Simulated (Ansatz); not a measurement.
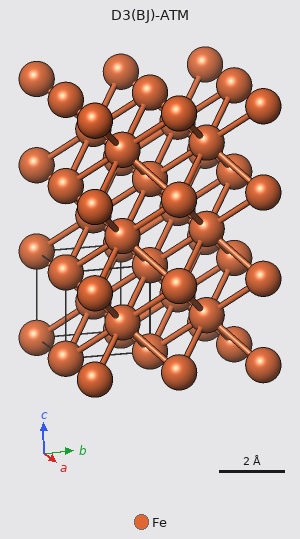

Solid Fe (set up in Fmmm), relaxed (cell and atoms) with several dispersion corrections. The picture shows the result with D3(BJ)-ATM. The picture is a ball-and-stick view of the conventional cell (2 times the calculation's cell), repeated 2 × 2 × 3 with one cell outlined, seen slightly off an axis. Lengths and directions refer to the drawn axes.

Computed with Ansatz 0.2.0: PBEsol, Ansatz PAW. Set-up: plane-wave cutoff 420 eV; k-point mesh 13 × 13 × 13; occupations fermi-dirac; smearing width 0.05 eV; collinear spin; cell and atoms relaxed; force threshold 0.01 eV/Å.

```json
{"dispersion correction": "none", "volume (Å³/atom)": "?", "a (Å)": "?"}
{"dispersion correction": "D3(BJ)-ATM", "volume (Å³/atom)": "10.599", "a (Å)": "2.768"}
{"dispersion correction": "D3(BJ)", "volume (Å³/atom)": "10.549", "a (Å)": "2.764"}
{"dispersion correction": "D4", "volume (Å³/atom)": "10.655", "a (Å)": "2.773"}
```

**Estimate the missing row from the others, and compare with the calculation.**

With none the volume is the largest of the series, above D4 (10.655). The calculation gives 10.794 Å³/atom (a = 2.785 Å). In order of volume: D3(BJ) < D3(BJ)-ATM < D4 < none; the spread is 2.3 %.
